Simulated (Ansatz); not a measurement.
## Run report: C20H, geometry relaxation (part 2 of 4)

C20H (slab, 21 atoms in the cell); DFT PBE, scalar-relativistic, plane waves, PAW, PAW set soft_1, spin-polarised (Ansatz 0.2.0); cutoff 420 eV, 5×8×1 k-mesh, Gaussian smearing of 0.05 eV, collinear spins. The structure derives from an entry of the Crystallography Open Database. The input holds or restrains some coordinates. Forces given for the steps count only the free coordinates.

Geometry of the input (Å; fractional positions):
```
5.0509  0.0000  0.0000
0.0000  3.5715  0.0000
0.0000  0.0000  20.3790
C  0.2500  0.0000  0.1963
C  0.7500  0.0000  0.1963
C  0.0000  0.2500  0.1963
C  0.5000  0.2500  0.1963
C  0.0000  0.5000  0.2582
C  0.5000  0.5000  0.2582
C  0.2500  0.7500  0.2582
C  0.7500  0.7500  0.2582
C  0.2500  0.0025  0.3199
C  0.7500  0.0025  0.3199
C  0.0000  0.2475  0.3199
C  0.5000  0.2475  0.3199
C  0.0000  0.5097  0.3836
C  0.5000  0.5097  0.3836
C  0.2500  0.7403  0.3836
C  0.7500  0.7403  0.3836
C  0.2500  0.0295  0.4357
C  0.7500  0.0295  0.4357
C  0.0000  0.2205  0.4357
C  0.5000  0.2205  0.4357
H  0.3750  0.0295  0.4817
```

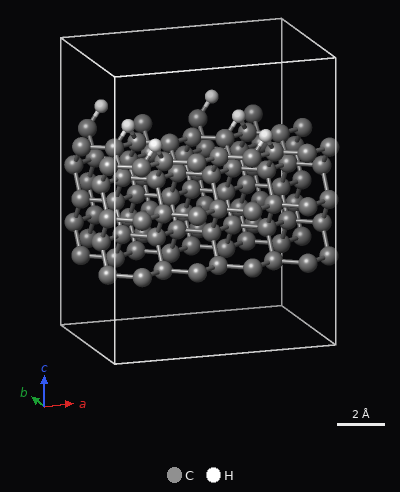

Figure 1. The geometry at step 1 of the log (ball-and-stick view of the 2 × 2 repeat of the cell, with the vacuum cut short, seen slightly off an axis).

## What the program printed, continued
```
SCF iter   1: F=—  HF=-5023.900333 eV  |F-HF|=—  |Δ(HF+E_count)|=         —  Δρ=4.02e-2 (↑3.94e-2 ↓4.02e-2)  dr2=1.98e1  dr2_m=2.96e-1  M=0.045 μB ∫|m|=0.227 μB  β_m=0.30  ethr=3.10e-3  p=-0.000 e·Å  D=-7.00e-7 V/Å  ΔV_dip=0.00 eV  dr2_dipole=1.47e-1  V_vac-E_F(+/−)=8.34/8.34 eV  ⟨swp⟩=8.6  Hψ=16329  notcnv=0  defer=359
efield: sawtooth ramp at fractional position 0.8190 (placed from the atoms, in the widest stretch of the axis that holds none; the zero of the levels goes with the place), width 0.0400; the density the first Hamiltonian is built on has a dipole p = -0.000 e·Å; the dipole correction subtracts the counter field D = -7.00e-7 V/Å, which shifts the + side's vacuum level by +0.00 eV against the − side's; the planar-averaged density in the ramp window peaks in size at 1.1e-6 e/Å³
preconditioner: auto → LDOS  [metal: Δε(μ)=0.014 eV  Ē_g=15.997 eV  σ=0.050 eV  W_gap=0.15  n_scr=48 (ndim 8)  ℏωp=17.4 eV  f_vac=0.582  D(μ)=5.85/eV (n_scr^D=24)]
spin=Collinear: LDOS preconditioning applied to the charge; magnetization (m = ρ↑ − ρ↓) channel mixes plain (no charge-response kernel on spin).
SCF iter   2: F=—  HF=-5019.903890 eV  |F-HF|=—  |Δ(HF+E_count)|=    4.00e0  Δρ=2.64e-2 (↑2.53e-2 ↓2.64e-2)  dr2=8.06e0  dr2_m=1.72e-1  M=0.013 μB ∫|m|=0.199 μB  β_m=0.30  ethr=3.10e-3  p=0.120 e·Å  D=5.92e-2 V/Å  ΔV_dip=-1.21 eV  dr2_dipole=1.55e-1  V_vac-E_F(+/−)=6.65/7.85 eV  ⟨swp⟩=3.3  Hψ=5192  notcnv=0  defer=664  κ⁻¹=1.0e0(r=1)
SCF iter   3: F=—  HF=-5017.686230 eV  |F-HF|=—  |Δ(HF+E_count)|=    2.22e0  Δρ=8.53e-3 (↑6.80e-3 ↓8.53e-3)  dr2=5.55e-1  dr2_m=9.48e-2  M=0.004 μB ∫|m|=0.174 μB  β_m=0.30  ethr=3.10e-3  p=0.262 e·Å  D=1.29e-1 V/Å  ΔV_dip=-2.62 eV  dr2_dipole=1.11e-1  V_vac-E_F(+/−)=4.33/6.96 eV  ⟨swp⟩=5.5  Hψ=6288  notcnv=0  defer=700  κ⁻¹=8.5e-3(r=2)
SCF iter   4: F=—  HF=-5017.721288 eV  |F-HF|=—  |Δ(HF+E_count)|=   3.51e-2  Δρ=4.57e-3 (↑4.56e-3 ↓4.57e-3)  dr2=6.94e-2  dr2_m=5.67e-2  M=0.002 μB ∫|m|=0.141 μB  β_m=0.30  ethr=6.85e-4  p=0.198 e·Å  D=9.75e-2 V/Å  ΔV_dip=-1.99 eV  dr2_dipole=4.36e-3  V_vac-E_F(+/−)=4.56/6.54 eV  ⟨swp⟩=3.6  Hψ=4083  notcnv=0  defer=701  κ⁻¹=2.3e-3(r=3)
SCF iter   5: F=—  HF=-5017.764073 eV  |F-HF|=—  |Δ(HF+E_count)|=   4.28e-2  Δρ=3.38e-3 (↑3.38e-3 ↓3.28e-3)  dr2=2.76e-2  dr2_m=3.30e-2  M=-0.008 μB ∫|m|=0.126 μB  β_m=0.30  ethr=8.57e-5  p=0.177 e·Å  D=8.70e-2 V/Å  ΔV_dip=-1.77 eV  dr2_dipole=3.86e-4  V_vac-E_F(+/−)=4.64/6.41 eV  ⟨swp⟩=3.5  Hψ=3799  notcnv=0  defer=700  κ⁻¹=6.1e-4(r=4)
SCF iter   6: F=—  HF=-5017.788233 eV  |F-HF|=—  |Δ(HF+E_count)|=   2.42e-2  Δρ=2.42e-3 (↑2.41e-3 ↓2.42e-3)  dr2=3.81e-3  dr2_m=1.91e-2  M=-0.015 μB ∫|m|=0.118 μB  β_m=0.30  ethr=3.41e-5  p=0.157 e·Å  D=7.72e-2 V/Å  ΔV_dip=-1.57 eV  dr2_dipole=8.52e-5  V_vac-E_F(+/−)=4.65/6.22 eV  ⟨swp⟩=3.4  Hψ=4048  notcnv=0  defer=702  κ⁻¹=4.9e-5(r=5)
SCF iter   7: F=—  HF=-5017.800959 eV  |F-HF|=—  |Δ(HF+E_count)|=   1.27e-2  Δρ=1.84e-3 (↑1.81e-3 ↓1.84e-3)  dr2=9.89e-4  dr2_m=1.11e-2  M=-0.022 μB ∫|m|=0.116 μB  β_m=0.30  ethr=4.70e-6  p=0.153 e·Å  D=7.55e-2 V/Å  ΔV_dip=-1.54 eV  dr2_dipole=7.27e-7  V_vac-E_F(+/−)=4.64/6.17 eV  ⟨swp⟩=2.3  Hψ=4163  notcnv=0  defer=702
Mixer restart at iter 7: flushing history
spin-set hold released at iteration 7 (site moments contracting): the magnetisation degrees of freedom join the quasi-Newton model from the next iteration; the mixer history was flushed
SCF iter   8: F=—  HF=-5017.808303 eV  |F-HF|=—  |Δ(HF+E_count)|=   7.34e-3  Δρ=1.42e-3 (↑1.39e-3 ↓1.42e-3)  dr2=6.55e-4  dr2_m=6.58e-3  M=-0.026 μB ∫|m|=0.120 μB  β_m=0.65  ethr=1.22e-6  p=0.152 e·Å  D=7.48e-2 V/Å  ΔV_dip=-1.52 eV  dr2_dipole=1.22e-7  V_vac-E_F(+/−)=4.64/6.16 eV  ⟨swp⟩=3.0  Hψ=3931  notcnv=0  defer=702
density mixer auto → msr1: a metal under ldos (density of states about μ 0.89 of a free-electron gas's, 48 screened modes)
SCF iter   9: F=—  HF=-5017.819837 eV  |F-HF|=—  |Δ(HF+E_count)|=   1.15e-2  Δρ=6.40e-4 (↑6.40e-4 ↓5.35e-4)  dr2=1.16e-4  dr2_m=1.15e-3  M=-0.037 μB ∫|m|=0.197 μB  β_m=0.82  ethr=8.09e-7  p=0.147 e·Å  D=7.22e-2 V/Å  ΔV_dip=-1.47 eV  dr2_dipole=4.03e-6  V_vac-E_F(+/−)=4.63/6.11 eV  ⟨swp⟩=4.0  Hψ=5596  notcnv=0  defer=702
SCF iter  10: F=—  HF=-5017.821575 eV  |F-HF|=—  |Δ(HF+E_count)|=   1.74e-3  Δρ=9.01e-4 (↑9.01e-4 ↓7.44e-4)  dr2=1.72e-4  dr2_m=2.27e-3  M=-0.031 μB ∫|m|=0.275 μB  β_m=0.49  ethr=1.44e-7  p=0.146 e·Å  D=7.20e-2 V/Å  ΔV_dip=-1.47 eV  dr2_dipole=1.77e-6  V_vac-E_F(+/−)=4.63/6.10 eV  ⟨swp⟩=3.0  Hψ=4207  notcnv=0  defer=702
SCF iter  11: F=-5017.840193 eV  HF=-5017.831442 eV  |F-HF|=8.75e-3  |Δ(HF+E_count)|=   9.87e-3  Δρ=1.70e-3 (↑1.70e-3 ↓1.42e-3)  dr2=6.30e-4  dr2_m=8.17e-3  M=0.010 μB ∫|m|=0.533 μB  β_m=0.40  ethr=1.44e-7  p=0.146 e·Å  D=7.18e-2 V/Å  ΔV_dip=-1.46 eV  dr2_dipole=2.16e-5  V_vac-E_F(+/−)=4.62/6.09 eV  ⟨swp⟩=3.8  Hψ=5293  notcnv=0  defer=702  recentre
SCF iter  12: F=-5017.840369 eV  HF=-5017.831482 eV  |F-HF|=8.89e-3  |Δ(HF+E_count)|=   4.06e-5  Δρ=1.69e-3 (↑1.69e-3 ↓1.44e-3)  dr2=5.74e-4  dr2_m=8.26e-3  M=0.015 μB ∫|m|=0.535 μB  β_m=0.23  ethr=1.44e-7  p=0.146 e·Å  D=7.18e-2 V/Å  ΔV_dip=-1.46 eV  dr2_dipole=2.48e-5  V_vac-E_F(+/−)=4.62/6.09 eV  ⟨swp⟩=1.0  Hψ=2048  notcnv=0  defer=702
SCF iter  13: F=-5017.864904 eV  HF=-5017.847025 eV  |F-HF|=1.79e-2  |Δ(HF+E_count)|=   1.55e-2  Δρ=2.19e-3 (↑2.19e-3 ↓2.16e-3)  dr2=2.91e-4  dr2_m=1.59e-2  M=0.074 μB ∫|m|=0.775 μB  β_m=0.75  ethr=1.44e-7  p=0.146 e·Å  D=7.18e-2 V/Å  ΔV_dip=-1.46 eV  dr2_dipole=1.77e-6  V_vac-E_F(+/−)=4.61/6.07 eV  ⟨swp⟩=3.9  Hψ=5265  notcnv=0  defer=702
SCF iter  14: F=-5017.825182 eV  HF=-5017.822585 eV  |F-HF|=2.60e-3  |Δ(HF+E_count)|=   2.44e-2  Δρ=1.09e-3 (↑1.09e-3 ↓7.46e-4)  dr2=7.55e-4  dr2_m=2.83e-3  M=-0.047 μB ∫|m|=0.307 μB  β_m=0.75  ethr=1.44e-7  p=0.146 e·Å  D=7.18e-2 V/Å  ΔV_dip=-1.46 eV  dr2_dipole=2.48e-5  V_vac-E_F(+/−)=4.63/6.10 eV  ⟨swp⟩=4.3  Hψ=6625  notcnv=0  defer=702  recentre
SCF iter  15: F=-5017.825042 eV  HF=-5017.823123 eV  |F-HF|=1.92e-3  |Δ(HF+E_count)|=   5.38e-4  Δρ=1.26e-3 (↑1.26e-3 ↓6.83e-4)  dr2=1.95e-3  dr2_m=3.11e-3  M=-0.054 μB ∫|m|=0.321 μB  β_m=0.38  ethr=1.44e-7  p=0.145 e·Å  D=7.15e-2 V/Å  ΔV_dip=-1.46 eV  dr2_dipole=9.26e-5  V_vac-E_F(+/−)=4.63/6.09 eV  ⟨swp⟩=2.4  Hψ=3254  notcnv=0  defer=702  recentre
SCF iter  16: F=-5017.931195 eV  HF=-5017.892612 eV  |F-HF|=3.86e-2  |Δ(HF+E_count)|=   6.95e-2  Δρ=3.39e-3 (↑3.09e-3 ↓3.39e-3)  dr2=1.92e-3  dr2_m=3.52e-2  M=0.188 μB ∫|m|=1.234 μB  β_m=0.42  ethr=1.44e-7  p=0.145 e·Å  D=7.16e-2 V/Å  ΔV_dip=-1.46 eV  dr2_dipole=3.46e-4  V_vac-E_F(+/−)=4.58/6.04 eV  ⟨swp⟩=5.6  Hψ=7292  notcnv=0  defer=702
SCF iter  17: F=-5018.020184 eV  HF=-5018.000895 eV  |F-HF|=1.93e-2  |Δ(HF+E_count)|=   1.08e-1  Δρ=3.27e-3 (↑2.80e-3 ↓3.27e-3)  dr2=1.36e-2  dr2_m=3.05e-2  M=0.225 μB ∫|m|=1.837 μB  β_m=0.55  ethr=1.44e-7  p=0.144 e·Å  D=7.08e-2 V/Å  ΔV_dip=-1.44 eV  dr2_dipole=4.25e-3  V_vac-E_F(+/−)=4.52/5.96 eV  ⟨swp⟩=5.7  Hψ=7968  notcnv=0  defer=702
SCF iter  18: F=-5018.011291 eV  HF=-5018.117921 eV  |F-HF|=1.07e-1  |Δ(HF+E_count)|=   1.17e-1  Δρ=2.44e-3 (↑2.44e-3 ↓1.86e-3)  dr2=9.46e-2  dr2_m=1.04e-2  M=0.213 μB ∫|m|=2.709 μB  β_m=1.00  ethr=1.44e-7  p=0.139 e·Å  D=6.86e-2 V/Å  ΔV_dip=-1.40 eV  dr2_dipole=3.01e-2  V_vac-E_F(+/−)=4.46/5.86 eV  ⟨swp⟩=5.7  Hψ=9416  notcnv=0  defer=709  recentre
SCF iter  19: F=-5017.855437 eV  HF=-5017.850307 eV  |F-HF|=5.13e-3  |Δ(HF+E_count)|=   2.68e-1  Δρ=2.32e-3 (↑2.09e-3 ↓2.32e-3)  dr2=1.15e-2  dr2_m=1.55e-2  M=0.029 μB ∫|m|=0.809 μB  β_m=1.00  ethr=1.44e-7  p=0.141 e·Å  D=6.95e-2 V/Å  ΔV_dip=-1.42 eV  dr2_dipole=2.60e-3  V_vac-E_F(+/−)=4.62/6.03 eV  ⟨swp⟩=6.6  Hψ=10942  notcnv=0  defer=716  recentre
SCF iter  20: F=-5018.042922 eV  HF=-5018.013642 eV  |F-HF|=2.93e-2  |Δ(HF+E_count)|=   1.63e-1  Δρ=3.08e-3 (↑2.81e-3 ↓3.08e-3)  dr2=6.22e-3  dr2_m=2.85e-2  M=0.202 μB ∫|m|=1.961 μB  β_m=0.36  ethr=1.44e-7  p=0.135 e·Å  D=6.65e-2 V/Å  ΔV_dip=-1.36 eV  dr2_dipole=6.57e-4  V_vac-E_F(+/−)=4.52/5.88 eV  ⟨swp⟩=5.5  Hψ=9216  notcnv=0  defer=709
SCF iter  21: F=-5018.091644 eV  HF=-5018.103767 eV  |F-HF|=1.21e-2  |Δ(HF+E_count)|=   9.01e-2  Δρ=1.53e-3 (↑1.32e-3 ↓1.53e-3)  dr2=1.53e-2  dr2_m=6.32e-3  M=0.208 μB ∫|m|=2.504 μB  β_m=0.76  ethr=1.44e-7  p=0.129 e·Å  D=6.34e-2 V/Å  ΔV_dip=-1.29 eV  dr2_dipole=5.91e-3  V_vac-E_F(+/−)=4.49/5.78 eV  ⟨swp⟩=5.5  Hψ=8409  notcnv=0  defer=704
SCF iter  22: F=-5018.096528 eV  HF=-5018.080099 eV  |F-HF|=1.64e-2  |Δ(HF+E_count)|=   2.37e-2  Δρ=2.09e-3 (↑1.91e-3 ↓2.09e-3)  dr2=5.88e-4  dr2_m=1.34e-2  M=0.204 μB ∫|m|=2.383 μB  β_m=0.79  ethr=1.44e-7  p=0.121 e·Å  D=5.95e-2 V/Å  ΔV_dip=-1.21 eV  dr2_dipole=2.37e-6  V_vac-E_F(+/−)=4.51/5.72 eV  ⟨swp⟩=4.3  Hψ=7016  notcnv=0  defer=704
SCF iter  23: F=-5018.110717 eV  HF=-5018.115955 eV  |F-HF|=5.24e-3  |Δ(HF+E_count)|=   3.59e-2  Δρ=8.68e-4 (↑5.27e-4 ↓8.68e-4)  dr2=5.45e-3  dr2_m=1.56e-3  M=0.214 μB ∫|m|=2.811 μB  β_m=0.89  ethr=1.44e-7  p=0.111 e·Å  D=5.45e-2 V/Å  ΔV_dip=-1.11 eV  dr2_dipole=1.99e-3  V_vac-E_F(+/−)=4.47/5.59 eV  ⟨swp⟩=5.5  Hψ=8012  notcnv=0  defer=703
SCF iter  24: F=-5018.103778 eV  HF=-5018.092569 eV  |F-HF|=1.12e-2  |Δ(HF+E_count)|=   2.34e-2  Δρ=1.71e-3 (↑1.58e-3 ↓1.71e-3)  dr2=3.85e-4  dr2_m=9.09e-3  M=0.208 μB ∫|m|=2.465 μB  β_m=0.89  ethr=1.44e-7  p=0.117 e·Å  D=5.78e-2 V/Å  ΔV_dip=-1.18 eV  dr2_dipole=2.13e-5  V_vac-E_F(+/−)=4.51/5.68 eV  ⟨swp⟩=5.4  Hψ=8136  notcnv=0  defer=707  recentre
SCF iter  25: F=-5018.117776 eV  HF=-5018.118149 eV  |F-HF|=3.73e-4  |Δ(HF+E_count)|=   2.56e-2  Δρ=2.35e-4 (↑2.35e-4 ↓1.86e-4)  dr2=5.33e-4  dr2_m=7.41e-5  M=0.228 μB ∫|m|=2.826 μB  β_m=0.79  ethr=1.44e-7  p=0.106 e·Å  D=5.22e-2 V/Å  ΔV_dip=-1.06 eV  dr2_dipole=5.37e-5  V_vac-E_F(+/−)=4.48/5.54 eV  ⟨swp⟩=5.5  Hψ=7850  notcnv=0  defer=707
SCF iter  26: F=-5018.118198 eV  HF=-5018.118189 eV  |F-HF|=9.17e-6  |Δ(HF+E_count)|=   3.98e-5  Δρ=1.03e-4 (↑7.20e-5 ↓1.03e-4)  dr2=3.81e-5  dr2_m=2.11e-5  M=0.229 μB ∫|m|=2.816 μB  β_m=0.87  ethr=1.44e-7  p=0.106 e·Å  D=5.20e-2 V/Å  ΔV_dip=-1.06 eV  dr2_dipole=4.33e-6  V_vac-E_F(+/−)=4.48/5.54 eV  ⟨swp⟩=3.4  Hψ=4796  notcnv=0  defer=708
SCF iter  27: F=-5018.118238 eV  HF=-5018.118243 eV  |F-HF|=4.83e-6  |Δ(HF+E_count)|=   5.41e-5  Δρ=4.39e-5 (↑3.76e-5 ↓4.39e-5)  dr2=1.16e-5  dr2_m=4.12e-6  M=0.231 μB ∫|m|=2.805 μB  β_m=0.85  ethr=1.93e-8  p=0.106 e·Å  D=5.20e-2 V/Å  ΔV_dip=-1.06 eV  dr2_dipole=1.15e-6  V_vac-E_F(+/−)=4.48/5.54 eV  ⟨swp⟩=38.4  Hψ=42009  notcnv=0
SCF iter  28: F=-5018.118249 eV  HF=-5018.118250 eV  |F-HF|=8.62e-7  |Δ(HF+E_count)|=   6.84e-6  Δρ=2.50e-5 (↑1.92e-5 ↓2.50e-5)  dr2=2.73e-6  dr2_m=1.39e-6  M=0.232 μB ∫|m|=2.808 μB  β_m=0.90  ethr=1.43e-8  p=0.106 e·Å  D=5.20e-2 V/Å  ΔV_dip=-1.06 eV  dr2_dipole=3.65e-7  V_vac-E_F(+/−)=4.48/5.54 eV  ⟨swp⟩=19.5  Hψ=26440  notcnv=0
SCF iter  29: F=-5018.118253 eV  HF=-5018.118253 eV  |F-HF|=8.97e-8  |Δ(HF+E_count)|=   3.14e-6  Δρ=1.53e-5 (↑1.33e-5 ↓1.53e-5)  dr2=7.83e-7  dr2_m=5.85e-7  M=0.233 μB ∫|m|=2.812 μB  β_m=0.95  ethr=3.37e-9  p=0.106 e·Å  D=5.20e-2 V/Å  ΔV_dip=-1.06 eV  dr2_dipole=5.98e-9  V_vac-E_F(+/−)=4.48/5.54 eV  ⟨swp⟩=17.6  Hψ=24609  notcnv=0
SCF iter  30: F=-5018.118254 eV  HF=-5018.118254 eV  |F-HF|=1.97e-7  |Δ(HF+E_count)|=   1.22e-6  Δρ=1.24e-5 (↑1.24e-5 ↓1.01e-5)  dr2=3.41e-7  dr2_m=3.86e-7  M=0.234 μB ∫|m|=2.813 μB  ethr=9.67e-10  p=0.106 e·Å  D=5.20e-2 V/Å  ΔV_dip=-1.06 eV  dr2_dipole=1.79e-9  V_vac-E_F(+/−)=4.48/5.54 eV  ⟨swp⟩=15.4  Hψ=22972  notcnv=0
at 7 of the mixer's solves, the last at iteration 20, it left a direction of its history that read negative out of its fit and stepped the other way along it
SCF 1 converged in 30 iterations: F = -5018.118254 eV  dr2 = 3.41e-7
  greatest PAW one-centre occupation: 0.673 electrons in one spin orbital (limit 2), on the C atom at site 1 (counted from 0), in its partial waves of l = 0
relax step   1: F+E_penalty+E_count = -5018.11825433 eV  Δ(F+E_penalty+E_count) = +0.000e0 eV  max|allowed force component| = 2.881e0 eV/Å  Δτ_max = 0.0000 Å  (30 SCF iters, dr2 threshold 1.56e-5 eV, accepted)
Initial density: handed on by an earlier stage of this run
Starting moments: Σ|m| = 1 μB on 1 of 21 sites; this step starts from the density that it was given
Initial wavefunctions: those handed on with the density
iter 1 solved again at ethr=2.64e-5 eV; its pass at ethr=3.10e-3 eV (dr2=2.14e-2 eV) is discarded
SCF iter   1: F=—  HF=-5018.243898 eV  |F-HF|=—  |Δ(HF+E_count)|=         —  Δρ=2.35e-3 (↑1.29e-3 ↓2.35e-3)  dr2=1.98e-2  dr2_m=6.49e-3  M=0.230 μB ∫|m|=2.814 μB  β_m=1.20  ethr=2.64e-5  p=0.106 e·Å  D=5.20e-2 V/Å  ΔV_dip=-1.06 eV  dr2_dipole=8.89e-4  V_vac-E_F(+/−)=4.45/5.51 eV  ⟨swp⟩=2.2  Hψ=9055  notcnv=0  defer=709
efield: sawtooth ramp at fractional position 0.8190 (handed on by an earlier solve), width 0.0400; the density the first Hamiltonian is built on has a dipole p = 0.106 e·Å; the dipole correction subtracts the counter field D = 5.20e-2 V/Å, which shifts the + side's vacuum level by -1.06 eV against the − side's; the planar-averaged density in the ramp window peaks in size at 1.3e-6 e/Å³
preconditioner: auto → LDOS  [metal: Δε(μ)=0.027 eV  Ē_g=15.155 eV  σ=0.050 eV  W_gap=0.30  n_scr=48 (ndim 8)  ℏωp=17.4 eV  f_vac=0.592  D(μ)=1.92/eV (n_scr^D=6)]
spin=Collinear: LDOS preconditioning applied to the charge; magnetization (m = ρ↑ − ρ↓) channel mixes plain (no charge-response kernel on spin).
SCF iter   2: F=—  HF=-5018.258835 eV  |F-HF|=—  |Δ(HF+E_count)|=   1.49e-2  Δρ=9.50e-4 (↑8.45e-4 ↓9.50e-4)  dr2=9.06e-3  dr2_m=1.02e-4  M=0.230 μB ∫|m|=2.805 μB  β_m=0.33  ethr=2.45e-5  p=0.106 e·Å  D=5.24e-2 V/Å  ΔV_dip=-1.07 eV  dr2_dipole=5.81e-4  V_vac-E_F(+/−)=4.45/5.52 eV  ⟨swp⟩=3.0  Hψ=4056  notcnv=0  defer=709
density mixer auto → msr1: a metal under ldos (density of states about μ 0.54 of a free-electron gas's, 48 screened modes)
SCF iter   3: F=—  HF=-5018.256992 eV  |F-HF|=—  |Δ(HF+E_count)|=   1.84e-3  Δρ=7.22e-4 (↑7.22e-4 ↓5.44e-4)  dr2=3.07e-3  dr2_m=5.02e-4  M=0.231 μB ∫|m|=2.806 μB  β_m=0.66  ethr=1.12e-5  p=0.107 e·Å  D=5.29e-2 V/Å  ΔV_dip=-1.08 eV  dr2_dipole=2.80e-4  V_vac-E_F(+/−)=4.45/5.52 eV  ⟨swp⟩=2.0  Hψ=3150  notcnv=0  defer=708
SCF iter   4: F=—  HF=-5018.257838 eV  |F-HF|=—  |Δ(HF+E_count)|=   8.46e-4  Δρ=7.73e-5 (↑5.80e-5 ↓7.73e-5)  dr2=5.40e-5  dr2_m=3.20e-6  M=0.233 μB ∫|m|=2.809 μB  β_m=0.71  ethr=3.79e-6  p=0.110 e·Å  D=5.40e-2 V/Å  ΔV_dip=-1.10 eV  dr2_dipole=1.14e-6  V_vac-E_F(+/−)=4.43/5.53 eV  ⟨swp⟩=2.2  Hψ=3651  notcnv=0  defer=708
SCF iter   5: F=-5018.257862 eV  HF=-5018.257860 eV  |F-HF|=2.66e-6  |Δ(HF+E_count)|=   2.18e-5  Δρ=3.18e-5 (↑2.44e-5 ↓3.18e-5)  dr2=9.58e-6  dr2_m=6.62e-7  M=0.233 μB ∫|m|=2.810 μB  ethr=6.67e-8  p=0.110 e·Å  D=5.41e-2 V/Å  ΔV_dip=-1.10 eV  dr2_dipole=1.17e-8  V_vac-E_F(+/−)=4.43/5.54 eV  ⟨swp⟩=27.8  Hψ=31970  notcnv=0
SCF 2 converged in 5 iterations: F = -5018.257862 eV  dr2 = 9.58e-6
[... from here on the iterations of each SCF are left out, up to the last one ...]
```
